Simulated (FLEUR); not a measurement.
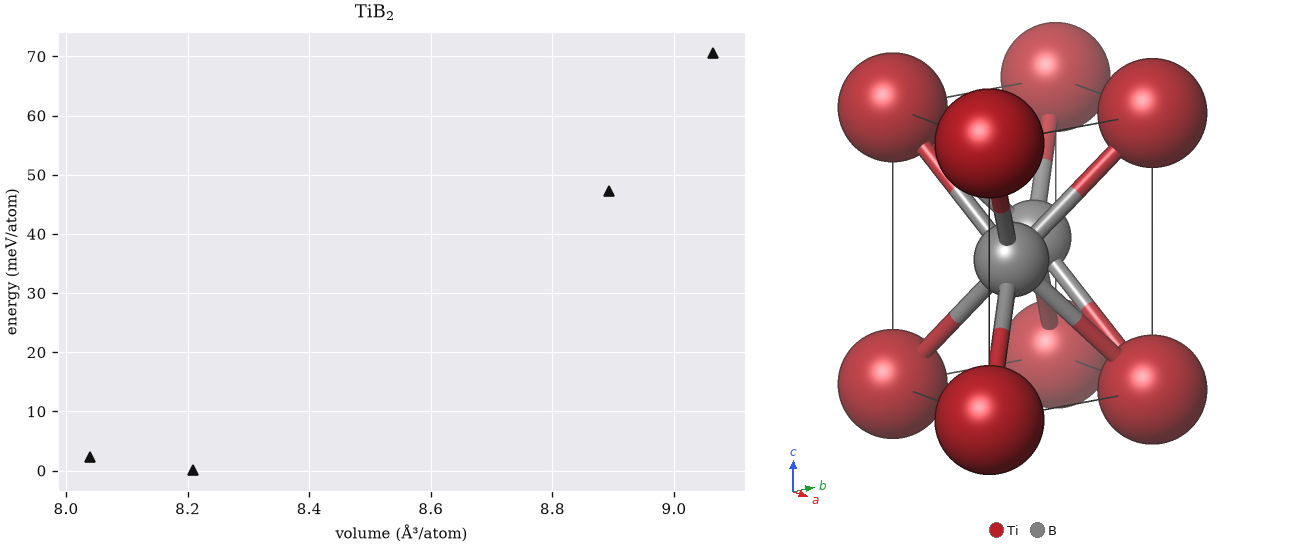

The figure shows the energy against volume for TiB₂, space group P6/mmm (No. 191). The conventional cell is drawn beside the plot.

Cell as given: a = 3.029 Å, b = 3.029 Å, c = 3.228 Å, α = 90.00°, β = 90.00°, γ = 120.00°; 3 atoms.

How it was computed, with FLEUR MaX-R8.1 (later development tree): all-electron LAPW DFT, no spin polarisation; energies at scaled volumes of the given cell, shape and fractions fixed, counted from the fit's minimum, third-order Birch-Murnaghan fit. Level: LDA.

k mesh 10×10×8; occupations Fermi–Dirac; smearing width 0.05 eV; potentials all electron; program settings basis FLAPW, kmax 4.86 1/bohr.

The point at volume 8.5517 Å³/atom is left out of the plot. What does the calculation give there?

```
volume (Å³/atom)  energy (meV/atom)
          8.5517              13.55
```

Caveats: shape and atomic fractions are frozen while scaling, which makes layered, chain and framework solids too stiff.
